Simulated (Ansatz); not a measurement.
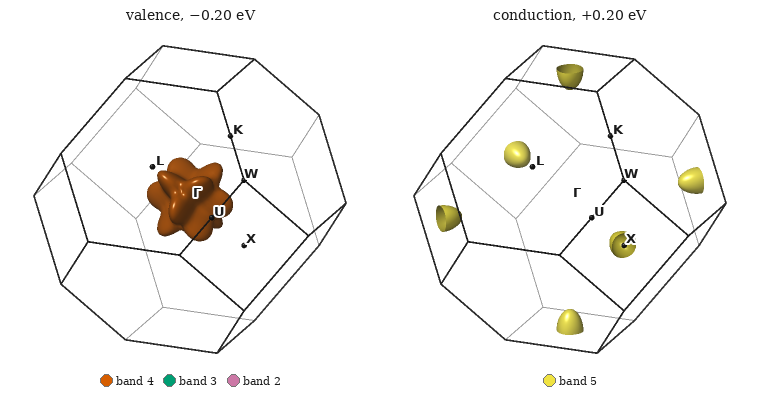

BeS (F-43m): constant-energy surfaces at both band edges (energies from each edge).

These are results of DFT PBEsol, scalar-relativistic, plane waves, PAW; levels and slopes on a dense k mesh at the converged density in Ansatz, not measurements. No spin polarisation. Mesh 34×34×34, interpolated with the band slopes. Unrelaxed database geometry.

Masses come from a second pass at points close to the extrema; at the energies drawn a band may no longer be parabolic.

**Is the gap direct or indirect, and how large does the calculation make it?**

The gap is indirect, 2.92 eV at this level of theory, which underestimates gaps and can reorder valleys that lie close.

**Give the valleys and their effective masses.**

Valence band (extrema up to 0.20 eV from the edge): one maximum at Γ, three bands meeting there, with masses of 0.33 and 0.55 mₑ among them, each the same along x, y and z. Band 4 forms the valence edge; band 3 meets it there and band 2 meets it there.
Conduction band (extrema up to 0.20 eV from the edge): three equivalent minima at X, principal masses 0.28, 0.28 and 0.80 mₑ. Band 5 forms the conduction edge.

Where one band's surface lies inside another's, the outer one hides all or part of it.

Spin-orbit coupling, left out here, can split bands that meet at an edge and change their masses.

The run (self-consistency and the dense mesh) took 21 s on 1 thread of AMD EPYC 7R43 64-Core Processor (Zen 3), with other jobs on the host, peak memory 0.48 GiB.
